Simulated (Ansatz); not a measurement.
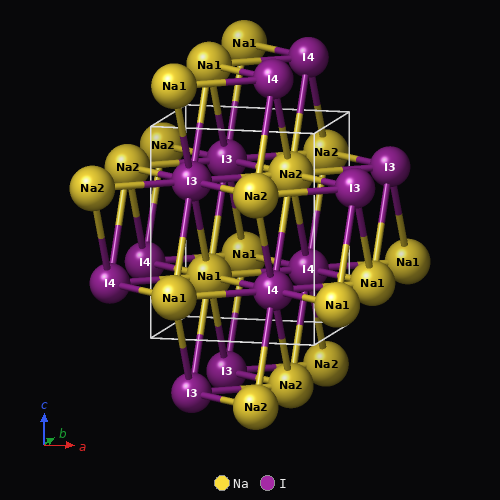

The system is NaI (Cmmm, No. 65; 4 atoms in the cell); the picture shows the reference structure. The energy is mapped over two homogeneous strains (x along [1 0 0], y along [0 0 −1], z along [0 1 0] of the conventional cell). Coordinates scanned: (1) engineering shear strain xz; (2) normal strain along z. Nothing is relaxed (fractional coordinates fixed). The grid has 7 × 7 points; 28 points were computed and 21 follow by symmetry. Points are written as (first, second). Energies: meV/atom, counted from the lowest grid point. The band gap closes in part of the range. The D3 coefficients switch with the coordination numbers inside this range, which puts artificial structure into the map. Level of theory: Ansatz 0.2.0, DFT LDA+D3(BJ), scalar-relativistic, plane waves, PAW. Settings: cutoff 520 eV, k-mesh 6×8×6 in the order of the run's cell vectors, gaussian smearing 0.05 eV, no spin polarisation.

Its coordinates:

```
CELL_PARAMETERS angstrom
4.81763 0.00000 0.00000
0.00000 3.89462 0.00000
0.00000 0.00000 6.11364
ATOMIC_POSITIONS crystal
Na 0.25000 0.50000 0.25015
Na 0.75000 0.50000 0.74985
I 0.25000 0.00000 0.75000
I 0.75000 0.00000 0.25000
```

Range: engineering shear strain xz from −30 to 30 %; normal strain along z from −11.0 to 11.0 %.

Question: Predict the map.

Answer: The lowest grid point is at (0 %, 0.0 %). The highest grid point, (−30 %, −11.0 %), lies 500 meV/atom above the lowest.

```tsv
normal strain along z ↓, engineering shear strain xz →	−30	−20	−10	0	10	20	30
11.0	159	80	38	25	38	80	159
7.3	178	80	29	12	29	80	178
3.7	210	88	23	3	23	88	210
0.0	257	105	25	0	25	105	257
−3.7	323	134	35	4	35	134	323
−7.3	404	180	57	18	57	180	404
−11.0	500	246	93	46	93	246	500
```

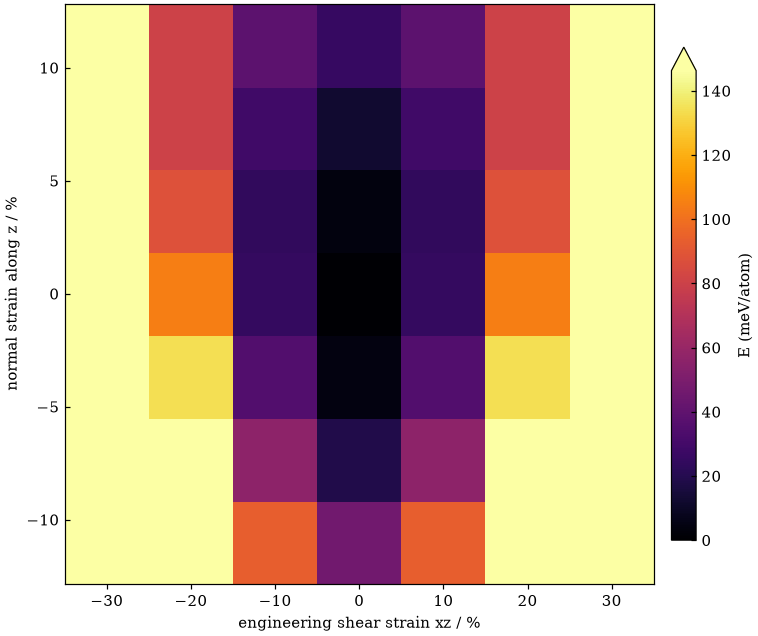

In the figure: one coloured cell a grid point, one colour for all values above the top of the scale.

Each point was launched as `ansatz run input.yaml --threads 1 --pin off --max-ram 2048MiB --backend cpu --events-out ev --progress --plain --runs-dir out`. The whole map (28 points run) took 21 min on 1 thread of Arm Neoverse N1, on a shared host.
